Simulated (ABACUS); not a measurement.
**Run report: Hf, band-structure run (part 1 of 2)**

System: Hf (P6₃/mmc, 2 atoms in the cell).
Method: Kohn-Sham DFT of a periodic cell, PBEsol, SPMS ONCV 1.0 PBE, no spin polarisation (ABACUS 3.10.1).

The structure derives from an entry of the Crystallography Open Database.

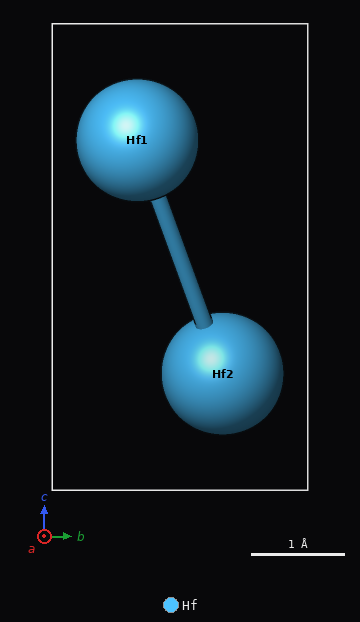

*The structure as given in the input (ball-and-stick view of the cell of the calculation, along the a axis; atoms are numbered from 1 in the order of the input).*

Near neighbours in the crystal (not all of them lie inside the picture): Hf has 12 Hf at 3.13 to 3.20 Å.

## Input
```
INPUT_PARAMETERS
suffix              Hf
calculation         scf
basis_type          pw
pseudo_dir          ./
latname             hexagonal
symmetry            1
dft_functional      pbesol
ecutwfc             60
pseudo_rcut         10
nspin               1
nbands              22
ks_solver           dav
smearing_method     fd
smearing_sigma      0.00367493
scf_thr             1e-08
scf_nmax            100
mixing_type         broyden
mixing_beta         0.7
cal_force           1
cal_stress          1
out_chg             1
kpar                4
```

## File STRU
```
ATOMIC_SPECIES
Hf 178.4900 72_Hf_12_2.3_3.0_pbe_n_v1.0.upf

LATTICE_CONSTANT
6.0408875026

LATTICE_PARAMETERS
1.5821941377

ATOMIC_POSITIONS
Direct

Hf
0.0
2
0.6666666667 0.3333333333 0.7500000000 1 1 1
0.3333333333 0.6666666667 0.2500000000 1 1 1
```

## File KPT
```
K_POINTS
0
Gamma
8 8 4 0 0 0
```

Launch command:
```bash
OMP_NUM_THREADS=1 mpirun -np 4 abacus > log
```

## Output
```
ABACUS v3.10.1

               Atomic-orbital Based Ab-initio Computation at UStc

 ------------------------------------------------------------------------------------

 READING GENERAL INFORMATION
                           global_out_dir = OUT.Hf/
                           global_in_card = INPUT
                               pseudo_dir = ./
                              orbital_dir =
                                    DSIZE = 4
                                    GSIZE = 1

 READING UNITCELL INFORMATION
                                    ntype = 1
                  lattice constant (Bohr) = 6.04089
              lattice constant (Angstrom) = 3.1967

 READING ATOM TYPE 1
                               atom label = Hf
                      L=0, number of zeta = 1
                      L=1, number of zeta = 1
                      L=2, number of zeta = 1
             number of atom for this type = 2

                        TOTAL ATOM NUMBER = 2
DIRECT COORDINATES
    atom                   x                   y                   z     mag                  vx                  vy                  vz
taud_Hf1            0.6666666667        0.3333333333        0.7500000000  0.0000        0.0000000000        0.0000000000        0.0000000000
taud_Hf2            0.3333333333        0.6666666667        0.2500000000  0.0000        0.0000000000        0.0000000000        0.0000000000

                          Volume (Bohr^3) = 302.06
                             Volume (A^3) = 44.7606

 Lattice vectors: (Cartesian coordinate: in unit of a_0)
                   +1                  +0                  +0
                 -0.5           +0.866025                  +0
                   +0                  +0            +1.58219
 Reciprocal vectors: (Cartesian coordinate: in unit of 2 pi/a_0)
                   +1            +0.57735                  -0
                   -0             +1.1547                  -0
                   +0                  -0           +0.632034
 The esolver type has been set to : ksdft_pw

                PAO radial cut off (Bohr) = 10

 Read in pseudopotential file is 72_Hf_12_2.3_3.0_pbe_n_v1.0.upf
                     pseudopotential type = NC
          exchange-correlation functional = PBE
                 nonlocal core correction = 1
                        valence electrons = 12
                                     lmax = 3
                           number of zeta = 4
                     number of projectors = 8
                           L of projector = 0
                           L of projector = 0
                           L of projector = 1
                           L of projector = 1
                           L of projector = 2
                           L of projector = 2
                           L of projector = 3
                           L of projector = 3
 XC functional updated to : pbesol
          exchange-correlation functional = PBESOL
     initial pseudo atomic orbital number = 20

 SETUP THE ELECTRONS NUMBER
            electron number of element Hf = 12
      total electron number of element Hf = 24
            AUTOSET number of electrons:  = 24
                           occupied bands = 12
                                   NBANDS = 22
                                   NLOCAL = 18

%%%%%%%%%%%%%%%%%%%%%%%%%%%%%%%%%%%%%%%%%%%%%%%%%%%%%%%%%%%%%%%%%%%%%%%%%%%%%%%%%%%%%%%%%%%%%%%%%%%%%%%%%%
 Warning: the number of valence electrons in pseudopotential > 4 for Hf: [Xe] 4f14 5d2 6s2
 Pseudopotentials with additional electrons can yield (more) accurate outcomes, but may be less efficient.
 If you're confident that your chosen pseudopotential is appropriate, you can safely ignore this warning.
%%%%%%%%%%%%%%%%%%%%%%%%%%%%%%%%%%%%%%%%%%%%%%%%%%%%%%%%%%%%%%%%%%%%%%%%%%%%%%%%%%%%%%%%%%%%%%%%%%%%%%%%%%

 SETUP THE PLANE WAVE BASIS
 energy cutoff for charge/potential (unit:Ry) = 240
            fft grid for charge/potential = [ 30, 30, 48 ]
                        fft grid division = [ 1, 1, 1 ]
        big fft grid for charge/potential = [ 30, 30, 48 ]
                                     nbxx = 43200
                                     nrxx = 43200

 SETUP PLANE WAVES FOR CHARGE/POTENTIAL
                    number of plane waves = 18917
                         number of sticks = 595

 PARALLEL PW FOR CHARGE/POTENTIAL
     PROC   COLUMNS(POT)             PW
        1            595          18917
 --------------- sum -------------------
        1            595          18917
                            number of |g| = 959
                                  max |g| = 221.566
                                  min |g| = 0

----------- Double Check Mixing Parameters Begin ------------
mixing_type: broyden
mixing_beta: 0.7
mixing_gg0: 1
mixing_gg0_min: 0.1
mixing_ndim: 8
----------- Double Check Mixing Parameters End ------------

 LATTICE VECTORS: (CARTESIAN COORDINATE: IN UNIT OF A0)
                   +1                  +0                  +0
                 -0.5           +0.866025                  +0
                   +0                  +0            +1.58219
                       right hand lattice = 1
                                   NORM_A = 1
                                   NORM_B = 1
                                   NORM_C = 1.58219
                           ALPHA (DEGREE) = 90
                           BETA  (DEGREE) = 90
                           GAMMA (DEGREE) = 120

 The lattice vectors have been changed (STRU_SIMPLE.cif)

(for optimal symmetric configuration:)
                             BRAVAIS TYPE = 4
                     BRAVAIS LATTICE NAME = 04. Hexagonal cell
                                    ibrav = 4
                                    IBRAV = 4
                                  BRAVAIS = HEXAGONAL CELL
                       LATTICE CONSTANT A = 1
                                C/A RATIO = 1.58219
Original cell was already a primitive cell.
                        ROTATION MATRICES = 24
              PURE POINT GROUP OPERATIONS = 12
                   SPACE GROUP OPERATIONS = 24
                                       C2 = 3
                                       C3 = 2
                                       C4 = 0
                                       C6 = 0
                                       S1 = 3
                                       S3 = 0
                                       S4 = 0
                                       S6 = 2
                              POINT GROUP = D_3d
                                       C2 = 7
                                       C3 = 2
                                       C4 = 0
                                       C6 = 2
                                       S1 = 7
                                       S3 = 2
                                       S4 = 0
                                       S6 = 2
               POINT GROUP IN SPACE GROUP = D_6h

 SETUP K-POINTS
                                    nspin = 1
                   Input type of k points = Monkhorst-Pack(Gamma)
                                   nkstot = 256
                       right hand lattice = 1
(for reciprocal lattice: )
                             BRAVAIS TYPE = 4
                     BRAVAIS LATTICE NAME = 04. Hexagonal cell
                                    ibrav = 4
                       right hand lattice = 1
(for k-lattice: )
                             BRAVAIS TYPE = 4
                     BRAVAIS LATTICE NAME = 04. Hexagonal cell
                                    ibrav = 4
                       right hand lattice = 1
                        ROTATION MATRICES = 24
                               nkstot_ibz = 30
K-POINTS REDUCTION ACCORDING TO SYMMETRY
     IBZ    DIRECT_X    DIRECT_Y    DIRECT_Z  WEIGHT  ibz2bz
       1  0.00000000  0.00000000  0.00000000  0.0039       0
       2 -0.12500000  0.12500000  0.00000000  0.0234       1
       3 -0.25000000  0.25000000  0.00000000  0.0234       2
       4 -0.37500000  0.37500000  0.00000000  0.0234       3
       5  0.50000000  0.50000000  0.00000000  0.0117       4
       6 -0.12500000  0.25000000  0.00000000  0.0234       9
       7 -0.25000000  0.37500000  0.00000000  0.0469      10
       8  0.50000000  0.37500000  0.00000000  0.0469      11
       9  0.50000000  0.25000000  0.00000000  0.0234      18
      10  0.37500000  0.37500000  0.00000000  0.0234      19
      11  0.00000000  0.00000000  0.25000000  0.0078      64
      12 -0.12500000  0.12500000  0.25000000  0.0469      65
      13 -0.25000000  0.25000000  0.25000000  0.0469      66
      14 -0.37500000  0.37500000  0.25000000  0.0469      67
      15  0.50000000  0.50000000  0.25000000  0.0234      68
      16 -0.12500000  0.25000000  0.25000000  0.0469      73
      17 -0.25000000  0.37500000  0.25000000  0.0938      74
      18  0.50000000  0.37500000  0.25000000  0.0938      75
      19  0.50000000  0.25000000  0.25000000  0.0469      82
      20  0.37500000  0.37500000  0.25000000  0.0469      83
      21  0.00000000  0.00000000  0.50000000  0.0039     128
      22 -0.12500000  0.12500000  0.50000000  0.0234     129
      23 -0.25000000  0.25000000  0.50000000  0.0234     130
      24 -0.37500000  0.37500000  0.50000000  0.0234     131
      25  0.50000000  0.50000000  0.50000000  0.0117     132
      26 -0.12500000  0.25000000  0.50000000  0.0234     137
      27 -0.25000000  0.37500000  0.50000000  0.0469     138
      28  0.50000000  0.37500000  0.50000000  0.0469     139
      29  0.50000000  0.25000000  0.50000000  0.0234     146
      30  0.37500000  0.37500000  0.50000000  0.0234     147

                               nkstot now = 30
[... K-POINTS DIRECT COORDINATES: 30 rows ...]

           k-point number in this process = 8
       minimum distributed K point number = 7
[... stars of the k points ...]

[... K-POINTS CARTESIAN COORDINATES: 8 rows ...]

[... K-POINTS DIRECT COORDINATES: 8 rows ...]

 SETUP PLANE WAVES FOR WAVE FUNCTIONS
     energy cutoff for wavefunc (unit:Ry) = 60
              fft grid for wave functions = [ 30, 30, 48 ]
                    number of plane waves = 3453
                         number of sticks = 199

 PARALLEL PW FOR WAVE FUNCTIONS
     PROC   COLUMNS(POT)             PW
        1            199           3453
 --------------- sum -------------------
        1            199           3453

 SETUP NONLOCAL PSEUDOPOTENTIALS IN PLANE WAVE BASIS
 Hf non-local projectors:
 projector 1 L=0
 projector 2 L=0
 projector 3 L=1
 projector 4 L=1
 projector 5 L=2
 projector 6 L=2
 projector 7 L=3
 projector 8 L=3
      TOTAL NUMBER OF NONLOCAL PROJECTORS = 64

 Init Non-Local PseudoPotential table :
 Init Non-Local-Pseudopotential done.

                                     npwx = 2379

 Make real space PAO into reciprocal space.
       max mesh points in Pseudopotential = 1001
     dq(describe PAO in reciprocal space) = 0.01
                                    max q = 934

 number of pseudo atomic orbitals for Hf is 4
WARNING: norm of atomic wavefunction # 3 of atomic type Hf is 0.999757, renormalized
WARNING: norm of atomic wavefunction # 4 of atomic type Hf is 0.999781, renormalized

 -------------------------------------------
 SELF-CONSISTENT
```
